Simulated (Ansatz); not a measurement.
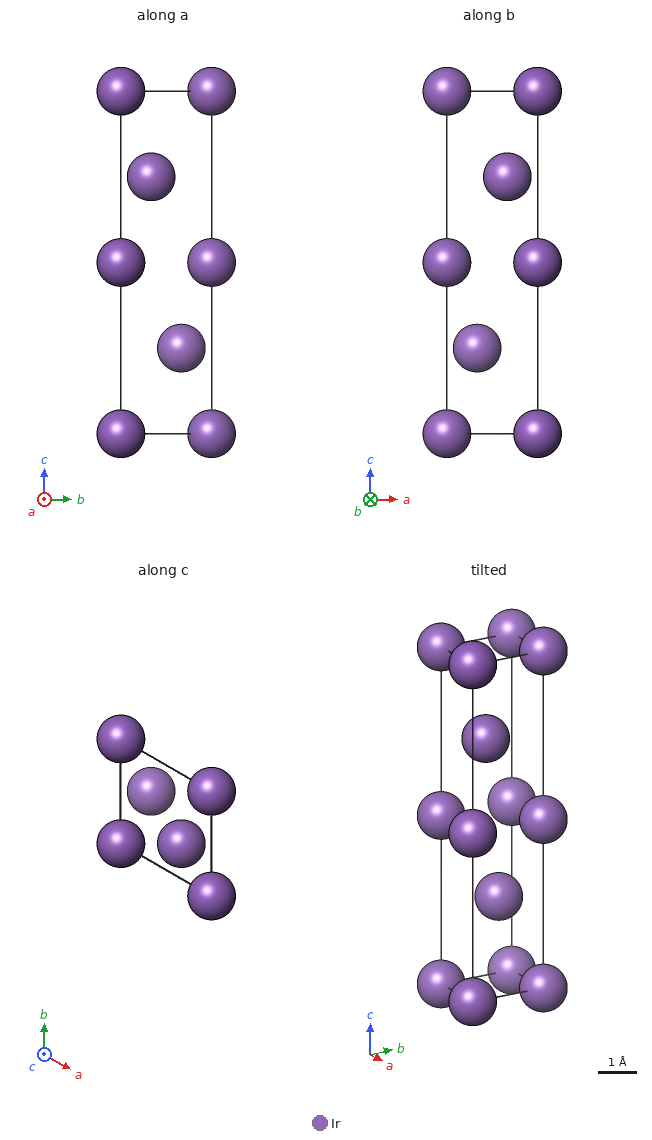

Spheres-only drawing of the structure, looking along the a axis, along the b axis, along the c axis and slightly off an axis. One conventional unit cell is framed, with atoms on its boundary repeated.

Lattice parameters: a = 2.8234 Å, b = 2.8234 Å, c = 9.2359 Å, α = 90.000°, β = 90.000°, γ = 120.000°.

Q: Reconstruct the structure as a CIF with its space group and independent sites.

A:
```cif
data_structure
_symmetry_space_group_name_H-M 'P 63/m m c'
_symmetry_Int_Tables_number 194
_cell_length_a 2.8234
_cell_length_b 2.8234
_cell_length_c 9.2359
_cell_angle_alpha 90.000
_cell_angle_beta 90.000
_cell_angle_gamma 120.000
_cell_volume 63.76
loop_
_atom_site_label
_atom_site_type_symbol
_atom_site_symmetry_multiplicity
_atom_site_Wyckoff_symbol
_atom_site_fract_x
_atom_site_fract_y
_atom_site_fract_z
_atom_site_occupancy
Ir1 Ir 2 a 0.0000 0.0000 0.0000 1
Ir2 Ir 2 c 0.3333 0.6667 0.2500 1
```

Its origin is a structure type filled with this element by a generator (whether the element takes this form wasn't checked). Earlier steps of the study may have refined or changed the cell and positions. It was run through Ansatz as a DFT input.

At this level of theory the cell isn't at rest (stretched, at -32 GPa), so its distances can differ from those at equilibrium, the more so the softer the solid.
